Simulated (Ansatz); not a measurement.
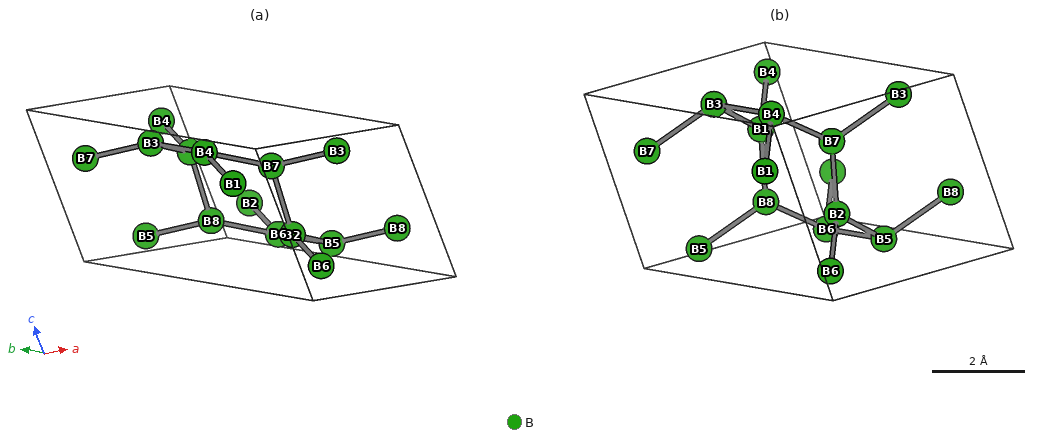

The structure of a crystal of B (a generated structure, set up in C2/m) (coarse preliminary run) before (left) and after (right) a relaxation, at one scale.

Style: ball-and-stick. Shown: the conventional cell (2 times the calculation's cell), from a free direction. Lengths and directions refer to the drawn axes.

Theory: DFT PBE, scalar-relativistic, plane waves, PAW (Ansatz 0.2.0). Set-up: plane-wave cutoff 420 eV; k-point mesh 6 × 6 × 6; occupations gaussian; smearing width 0.1 eV; no spin polarisation; cell and atoms relaxed; force threshold 0.04 eV/Å; at most 70 steps.

Q: What changed between the two?

A: The largest moves relative to the cell, 0.71 Å, are those of B3, B4, B5 and B6. B6 goes roughly along [−3 1 −1]. Cell: a 4.387 → 5.554 Å (+26.6 %), b 7.080 → 5.842 Å (−17.5 %), c 3.980 → 4.468 Å (+12.3 %), β 116.4° → 109.4°. Volume +23.5 %. Among the contacts that change: B1–B8 2.270 → 2.971 Å, B3–B6 2.399 → 1.839 Å, B3–B5 2.171 → 1.758 Å, B1–B7 2.514 → 2.198 Å. Bond angles that change, for instance: B1–B8–B3 137.3° → 171.8°, B2–B6–B5 153.7° → 121.7°, B1–B6–B8 83.4° → 115.3°. The space group stays C2/m (No. 12). Over 16 accepted moves (18 points after the start) the energy falls by 935 meV per atom. The largest force component goes from 3.3 to 0.012 eV/Å. The pressure goes from 40.12 to 0.01 GPa. At 2 points the geometry stayed and the basis and grid were re-selected for the new cell (energy shift of 35.2 meV per atom at most each time). The run took 100 s on 1 thread of Arm Neoverse V1, with other jobs on the host, peak memory 0.35 GiB.
